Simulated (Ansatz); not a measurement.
Geometry relaxation of Rb

Rb (Im-3m, 1 atom in the cell), computed with DFT PBE, scalar-relativistic, plane waves, PAW, no spin polarisation (Ansatz 0.2.0).

The structure derives from an entry of the Crystallography Open Database. Figures and captions count atoms from 1; the log counts them from 0 in places.

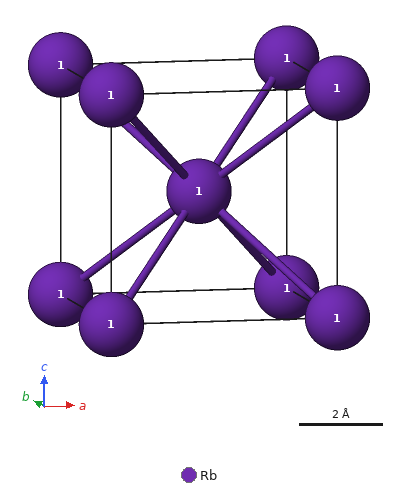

Fig. 1: The starting structure (ball-and-stick view of the cell 2 times as large as that of the calculation, set on its symmetry axes, seen slightly off an axis; atoms are numbered from 1 in the order of the input).

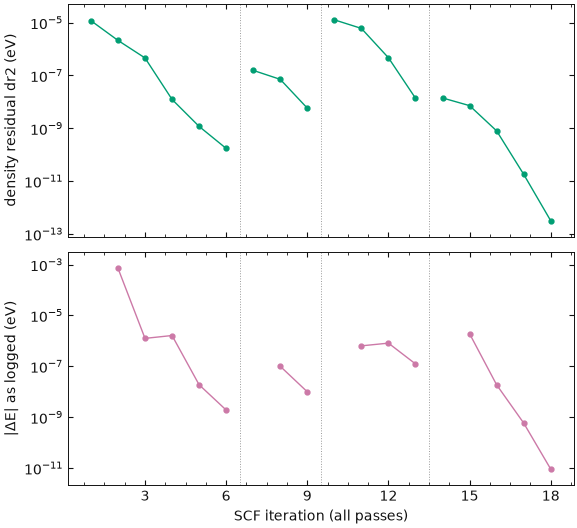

Fig. 2: Convergence of the self-consistent field: density residual dr2 and size of the energy change against the SCF iteration. The dotted lines part the SCF passes of the relaxation: geometry steps, rejected trials and re-solves on a re-selected basis. The passes take 6, 3, 4 and 5 iterations.

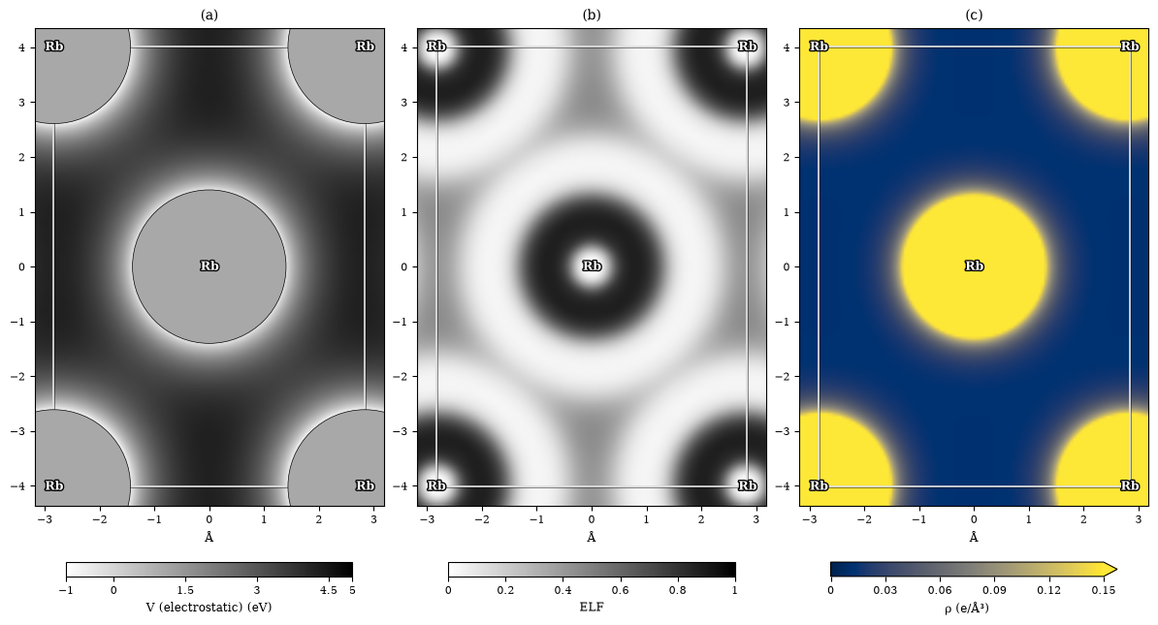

Fig. 3: (a) electrostatic potential (local pseudopotential plus Hartree) felt by an electron; (b) ELF; (c) valence pseudo-density on the (110) plane of the conventional cell. Grey discs, where drawn, cover atomic cores. The section cuts through Rb sites. Rb–Rb (4.91 Å): the density is about 0.01 e/Å³ at the midpoint; the ELF is about 0.15 at the midpoint (no localised pair between them). Away from the nuclei the density in this plane falls to 0.01 e/Å³ at its lowest. The strong features right at Rb lie inside the PAW spheres (semicore, d or f shells) and say nothing about bonding. Outside the cores the potential energy rises away from the atoms and is highest about 2.9 Å from the nearest atoms; outside the discs it spans about 5 eV, and its zero is arbitrary. The fields are those of the smooth PAW valence density.

The input and output of the run follow.

## Input
```yaml
crystal:
  lattice:
    - [-2.806, 2.806, 2.806]
    - [2.806, -2.806, 2.806]
    - [2.806, 2.806, -2.806]
  atoms:
    - { symbol: Rb, position: [0.0, 0.0, 0.0] }
basis:
  ecutwfc: 420
kpoints:
  mp_grid: { grid: [10, 10, 10] }
hamiltonian:
  xc: pbe
scf:
  occupations: { method: gaussian, width: 0.1 }
output:
  forces: true
  stress: true
  eigenvalues: true
  write_density: true
  write_potential: true
  elf: true
  volumetric_format: npy
relax:
  adjacent_minimum: "off"
  f_tol: 0.005
  max_steps: 80
  cell: { stress_tol: 0.05 }
```

Run as:
```bash
ansatz run input.yaml --threads 1 --pin off --max-ram 2048MiB --backend cpu --events-out ev --progress --plain --runs-dir out
```

## What the program printed
```
Engine: ansatz 0.2.0, x86_64-unknown-linux-gnu
Pseudopotentials: kind: paw
Pseudopotential: Rb, paw, valence charge 9, recommended cutoff 420 eV (normal), Rb.paw.azcp
Functional definition: PBE
  parameter kappa = 0.804
  parameter beta = 0.06672455060314922
  exchange = pbe_x(kappa = kappa, mu = beta*pi^2/3)
  correlation = pbe_c(beta = beta)
Crystal: 1 atoms, lattice volume = 88.374 Å³
Basis set: ecut = 420 eV, 1721 PW (Γ), exchange–correlation on 72×72×72 points (8 copies of the dense FFT grid, shifted against one another)
Bands: 9, of which v1, the nominal top of the filled ones, is band 5 counted from 1 (4 counted from 0)
Symmetry: 48 space group operations
Space group: Im-3m (ITA 229), of the structure as read, at distance tolerance 4.5e-5 Å
k-points: 47 of 1000
Non-local potential: Rb, projectors of the file, l = 0: 3, l = 1: 2, l = 2: 2
PAW form: soft (Blöchl's): semilocal exchange-correlation on the pseudo side does not see the compensation charge
PAW one-centre angular grid: Rb, 110 points (default); XC on 64 Gauss nodes
Initial density: superposition of atomic densities (neutral atoms: chi_scale 0, normalization atom), corrected by the library's trained network
Initial wavefunctions: pseudopotential atomic-orbital guess
Functional: x = pbe(κ = 0.804, μ = 0.2195149727645171), c = pbe(β = 0.06672455060314922)
SCF iter   1: F=—  HF=-3267.347657 eV  |F-HF|=—  |Δ(HF+E_count)|=         —  Δρ=1.33e-4  dr2=1.19e-5  ethr=1.77e-3  ⟨swp⟩=7.0  Hψ=3523  notcnv=0
preconditioner: auto → Kerker (q_TF=auto, 1.864 Å⁻¹)  [metal: Δε(μ)=0.083 eV  Ē_g=3.564 eV  σ=0.100 eV  W_gap=0.39  n_scr=12 (ndim 8)  ℏωp=3.9 eV  f_vac=0.000  D(μ)=1.25/eV (n_scr^D=12)]
SCF iter   2: F=—  HF=-3267.348374 eV  |F-HF|=—  |Δ(HF+E_count)|=   7.18e-4  Δρ=7.72e-5  dr2=2.13e-6  ethr=1.33e-7  ⟨swp⟩=3.6  Hψ=1274  notcnv=0
SCF iter   3: F=—  HF=-3267.348376 eV  |F-HF|=—  |Δ(HF+E_count)|=   1.25e-6  Δρ=3.04e-5  dr2=4.61e-7  ethr=2.37e-8  ⟨swp⟩=2.4  Hψ=619  notcnv=0
iter 4 did not close the SCF: its close was put off for the readings that it lacked (scf_convergence_deferred on its scf_iter line)
SCF iter   4: F=-3267.348377 eV  HF=-3267.348377 eV  |F-HF|=1.85e-8  |Δ(HF+E_count)|=   1.62e-6  Δρ=4.06e-6  dr2=1.24e-8  ethr=5.12e-9  ⟨swp⟩=2.0  Hψ=620  notcnv=0
iter 5 did not close the SCF: its close was put off for the readings that it lacked (scf_convergence_deferred on its scf_iter line)
SCF iter   5: F=-3267.348377 eV  HF=-3267.348377 eV  |F-HF|=1.82e-9  |Δ(HF+E_count)|=   1.88e-8  Δρ=1.02e-6  dr2=1.18e-9  ethr=1.38e-10  ⟨swp⟩=2.3  Hψ=587  notcnv=0
SCF iter   6: F=-3267.348377 eV  HF=-3267.348377 eV  |F-HF|=1.26e-10  |Δ(HF+E_count)|=   1.91e-9  Δρ=4.17e-7  dr2=1.73e-10  ethr=1.31e-11  ⟨swp⟩=6.7  Hψ=2337  notcnv=0
SCF 1 converged in 6 iterations: F = -3267.348377 eV  dr2 = 1.73e-10
  greatest PAW one-centre occupation: 0.975 electrons in one spin orbital (limit 2), on the Rb atom at site 0 (counted from 0), in its partial waves of l = 0
relax step   1: F+E_penalty+E_count = -3267.34837737 eV  Δ(F+E_penalty+E_count) = +0.000e0 eV  max|allowed force component| = 0.000e0 eV/Å  Δτ_max = 0.0000 Å  P = +0.096 GPa  Ω = 88.374 Å³  (6 SCF iters, dr2 threshold 1.00e-7 eV, accepted)
Crystal: 1 atoms, lattice volume = 88.645 Å³
Basis set: ecut = 420 eV, 1745 PW (Γ), exchange–correlation on 72×72×72 points (8 copies of the dense FFT grid, shifted against one another)
Initial density: handed on by an earlier stage of this run
Initial wavefunctions: those handed on with the density
iter 1 solved again at ethr=9.91e-9 eV; its pass at ethr=3.10e-3 eV (dr2=8.92e-7 eV) is discarded
SCF iter   1: F=—  HF=-3267.348532 eV  |F-HF|=—  |Δ(HF+E_count)|=         —  Δρ=8.50e-6  dr2=1.56e-7  ethr=9.91e-9  ⟨swp⟩=3.5  Hψ=4076  notcnv=0
preconditioner: auto → Kerker (q_TF=auto, 1.863 Å⁻¹)  [metal: Δε(μ)=0.083 eV  Ē_g=3.561 eV  σ=0.100 eV  W_gap=0.39  n_scr=12 (ndim 8)  ℏωp=3.9 eV  f_vac=0.000  D(μ)=1.24/eV (n_scr^D=12)]
SCF iter   2: F=—  HF=-3267.348532 eV  |F-HF|=—  |Δ(HF+E_count)|=   9.99e-8  Δρ=5.19e-6  dr2=7.14e-8  ethr=1.74e-9  ⟨swp⟩=1.0  Hψ=426  notcnv=0
SCF iter   3: F=-3267.348532 eV  HF=-3267.348532 eV  |F-HF|=1.09e-9  |Δ(HF+E_count)|=   9.93e-9  Δρ=1.95e-6  dr2=5.80e-9  ethr=2.56e-10  ⟨swp⟩=6.6  Hψ=2324  notcnv=0
SCF 2 converged in 3 iterations: F = -3267.348532 eV  dr2 = 5.80e-9
relax step   2: F+E_penalty+E_count = -3267.34853159 eV  Δ(F+E_penalty+E_count) = -1.542e-4 eV  max|allowed force component| = 0.000e0 eV/Å  Δτ_max = 0.0000 Å  P = +0.086 GPa  Ω = 88.645 Å³  energy of the carried Pulay correction = -1.840e-7 eV  (3 SCF iters, dr2 threshold 2.30e-8 eV, accepted)
Crystal: 1 atoms, lattice volume = 91.169 Å³
iter 1 solved again at ethr=1.27e-7 eV; its pass at ethr=3.10e-3 eV (dr2=1.14e-5 eV) is discarded
SCF iter   1: F=—  HF=-3267.349223 eV  |F-HF|=—  |Δ(HF+E_count)|=         —  Δρ=7.41e-5  dr2=1.28e-5  ethr=1.27e-7  ⟨swp⟩=3.1  Hψ=4242  notcnv=0
preconditioner: auto → Kerker (q_TF=auto, 1.855 Å⁻¹)  [metal: Δε(μ)=0.082 eV  Ē_g=3.519 eV  σ=0.100 eV  W_gap=0.39  n_scr=12 (ndim 8)  ℏωp=3.9 eV  f_vac=0.000  D(μ)=1.24/eV (n_scr^D=12)]
SCF iter   2: F=—  HF=-3267.349224 eV  |F-HF|=—  |Δ(HF+E_count)|=   6.36e-7  Δρ=4.64e-5  dr2=6.06e-6  ethr=1.27e-7  ⟨swp⟩=1.0  Hψ=423  notcnv=0
SCF iter   3: F=—  HF=-3267.349223 eV  |F-HF|=—  |Δ(HF+E_count)|=   8.13e-7  Δρ=1.72e-5  dr2=4.69e-7  ethr=6.73e-8  ⟨swp⟩=2.6  Hψ=628  notcnv=0
SCF iter   4: F=-3267.349223 eV  HF=-3267.349223 eV  |F-HF|=1.23e-8  |Δ(HF+E_count)|=   1.24e-7  Δρ=3.63e-6  dr2=1.38e-8  ethr=2.07e-10  ⟨swp⟩=7.7  Hψ=2896  notcnv=0
SCF 3 converged in 4 iterations: F = -3267.349223 eV  dr2 = 1.38e-8
relax step   3: F+E_penalty+E_count = -3267.34922304 eV  Δ(F+E_penalty+E_count) = -6.914e-4 eV  max|allowed force component| = 0.000e0 eV/Å  Δτ_max = 0.0000 Å  P = +0.003 GPa  Ω = 91.169 Å³  energy of the carried Pulay correction = -1.869e-6 eV  (4 SCF iters, dr2 threshold 1.87e-8 eV, accepted)
Initial wavefunctions: pseudopotential atomic-orbital guess (no wavefunctions were taken with the density)
iter 1 solved again at ethr=8.43e-8 eV; its pass at ethr=3.10e-3 eV (dr2=7.59e-6 eV) is discarded
SCF iter   1: F=—  HF=-3267.349227 eV  |F-HF|=—  |Δ(HF+E_count)|=         —  Δρ=4.13e-6  dr2=1.41e-8  ethr=8.43e-8  ⟨swp⟩=4.1  Hψ=5106  notcnv=0
SCF iter   2: F=—  HF=-3267.349225 eV  |F-HF|=—  |Δ(HF+E_count)|=   1.90e-6  Δρ=2.49e-6  dr2=7.21e-9  ethr=1.57e-10  ⟨swp⟩=2.3  Hψ=622  notcnv=0
SCF iter   3: F=—  HF=-3267.349225 eV  |F-HF|=—  |Δ(HF+E_count)|=   1.87e-8  Δρ=5.96e-7  dr2=7.98e-10  ethr=8.01e-11  ⟨swp⟩=2.5  Hψ=588  notcnv=0
SCF iter   4: F=—  HF=-3267.349225 eV  |F-HF|=—  |Δ(HF+E_count)|=  5.88e-10  Δρ=1.31e-7  dr2=1.81e-11  ethr=8.87e-12  ⟨swp⟩=1.8  Hψ=494  notcnv=0
SCF iter   5: F=-3267.349225 eV  HF=-3267.349225 eV  |F-HF|=9.09e-13  |Δ(HF+E_count)|=  9.09e-12  Δρ=1.90e-8  dr2=3.15e-13  ethr=1.00e-12  ⟨swp⟩=6.6  Hψ=2041  notcnv=0
SCF 4 converged in 5 iterations: F = -3267.349225 eV  dr2 = 3.15e-13
relax step   4: F+E_penalty+E_count = -3267.34922518 eV  Δ(F+E_penalty+E_count) = -2.141e-6 eV  max|allowed force component| = 0.000e0 eV/Å  Δτ_max = 0.0000 Å  P = +0.003 GPa  Ω = 91.169 Å³  stress off target by 3.50e-3 GPa  SCF on the basis re-selected at this cell (its energy is not comparable with the rows above)  (5 SCF iters)
basis re-selected at this cell: Δ(F+E_penalty+E_count) = -2.141e-6 eV, ΔP = +0.000 GPa vs the last step (what re-selecting the basis moved, of the pressure what is left beyond the Pulay correction that the steps carried, after the strain that the cell walked since its last selection, with what the two solves' SCF thresholds leave and, on support functions, any second-order correction that the steps lacked; it is no measure of the basis error at this ecutwfc). This SCF's stress stands 3.50e-3 GPa from its target on what of the cell is left free (relax.cell.stress_tol is 5.00e-2 GPa) and its largest allowed force component is 0.00e0 eV/Å (relax.f_tol is 5.00e-3 eV/Å): within both
SCF converged after 5 iterations
Free energy (F): -3267.349225 eV
Harris-Foulkes:  -3267.349225 eV  (|F-HF|=9.09e-13)
Internal energy: -3267.343015 eV  (E = F + TS)
E sigma→0 (E₀):  -3267.346120 eV
Entropy (-TS):   -0.006210 eV (-6.210 meV/atom)
Fermi energy:    1.937660 eV
--- Per-component energies (eV) ---
  E_band       = -119.019448
  E_kinetic    = 190.749868
  E_local      = -709.031065  (includes V_loc(G=0)·N_el)
  E_nonlocal   = 173.578748
  E_hartree    = 198.903674
  E_xc         = -129.250121
  E_vxc        = -135.150934  (∫ρ·V_xc dr)
  E_paw        = -2618.019217  (= ΣΔE_a)
  E_vpaw       = -36.973405  (= ΣTr[D̂ρ^β])
  E_aug_tail   = -0.000001  (compensation charges beyond the density's cutoff)
  E_ewald      = -374.274902
  E_smearing   = -0.006210  (= −TS)
  E_closure    = -0.000000  (closes the sum)
  Σ components = -3267.349225   (vs F -3267.349225, Δ=0.00e0)
--- Forces (eV/Å), atoms counted from 1 ---
  atom   1  Rb     0.00000000    -0.00000000     0.00000000
  max |Σ_I F_I| component: 2.63e-31 eV/Å
--- Stress (GPa, compression-positive) ---
        0.003499      -0.000000      -0.000000
       -0.000000       0.003499      -0.000000
        0.000000      -0.000000       0.003499
  P = ⅓ Tr σ = 0.0035 GPa (0.035 kbar)
--- Band table (eV; the first three rows and the last of 47) ---
  k-point 0: bands = ["-26.9676", "-11.0102", "-11.0102", "-11.0102", "-0.0344", "5.6113", "5.6113", "5.6113", "6.5425"]
  k-point 1: bands = ["-26.9672", "-11.0195", "-11.0133", "-11.0102", "0.0834", "5.4187", "5.4488", "5.7193", "6.3246"]
  k-point 2: bands = ["-26.9662", "-11.0436", "-11.0212", "-11.0102", "0.4261", "4.7769", "5.1144", "6.0383", "6.3071"]
  k-point 46: bands = ["-26.9602", "-11.0784", "-11.0784", "-11.0784", "3.1938", "3.1938", "5.1781", "5.1781", "5.1781"]
--- Relaxed structure (3 steps of the walk, 3 accepted, 1 SCFs on fresh bases) ---
  F+E_penalty+E_count = -3267.34922518 eV   max|allowed force component| = 0.000e0 eV/Å   (the final SCF, on the basis selected at the relaxed cell)
  cell:  # Å, volume = 91.1692 Å³
    - [-2.835280544899377, 2.835280544899377, 2.835280544899377]
    - [2.835280544899377, -2.835280544899377, 2.835280544899377]
    - [2.835280544899377, 2.835280544899377, -2.835280544899377]
  atoms:
    - { symbol: Rb, position: [0.0, 0.0, 0.0] }
```

## Trajectory as extended XYZ (Å, eV, eV/Å), 4 frames, from step=1 to step=4
```
1
Lattice="-2.8060 2.8060 2.8060 2.8060 -2.8060 2.8060 2.8060 2.8060 -2.8060" Properties=species:S:1:pos:R:3:forces:R:3 step=1 energy=-3267.34838 pressure_GPa=0.10
Rb    0.0000    0.0000    0.0000    0.0000   0.0000   0.0000
1
Lattice="-2.8089 2.8089 2.8089 2.8089 -2.8089 2.8089 2.8089 2.8089 -2.8089" Properties=species:S:1:pos:R:3:forces:R:3 step=2 energy=-3267.34853 pressure_GPa=0.09
Rb    0.0000    0.0000    0.0000    0.0000   0.0000   0.0000
1
Lattice="-2.8353 2.8353 2.8353 2.8353 -2.8353 2.8353 2.8353 2.8353 -2.8353" Properties=species:S:1:pos:R:3:forces:R:3 step=3 energy=-3267.34922 pressure_GPa=0.00
Rb    0.0000    0.0000    0.0000    0.0000   0.0000   0.0000
1
Lattice="-2.8353 2.8353 2.8353 2.8353 -2.8353 2.8353 2.8353 2.8353 -2.8353" Properties=species:S:1:pos:R:3:forces:R:3 step=4 energy=-3267.34922 pressure_GPa=0.00
Rb    0.0000    0.0000    0.0000    0.0000   0.0000   0.0000
```

## Key numbers

| quantity | value |
| --- | --- |
| outcome | converged |
| space group (tolerance 0.01 Å) | Im-3m (229) |
| electrons treated | 9 |
| free energy | −3267.3492 eV |
| Fermi energy | 1.938 eV |
| gap on the k-point mesh | none (metallic) |
| pressure | 0.00 GPa |
| final volume | 91.17 Å³ |
| largest force (length of the vector) at the end | under 0.001 eV/Å |
| final cell | a = 4.911 Å, b = 4.911 Å, c = 4.911 Å, α = 109.47°, β = 109.47°, γ = 109.47° |
| hardware | 1 thread of Intel Xeon (Sapphire Rapids), 192 GiB of memory available, shared host |
| wall time | 22 s (CPU time 13 s; the host was busy) |
| peak memory | 0.48 GiB |
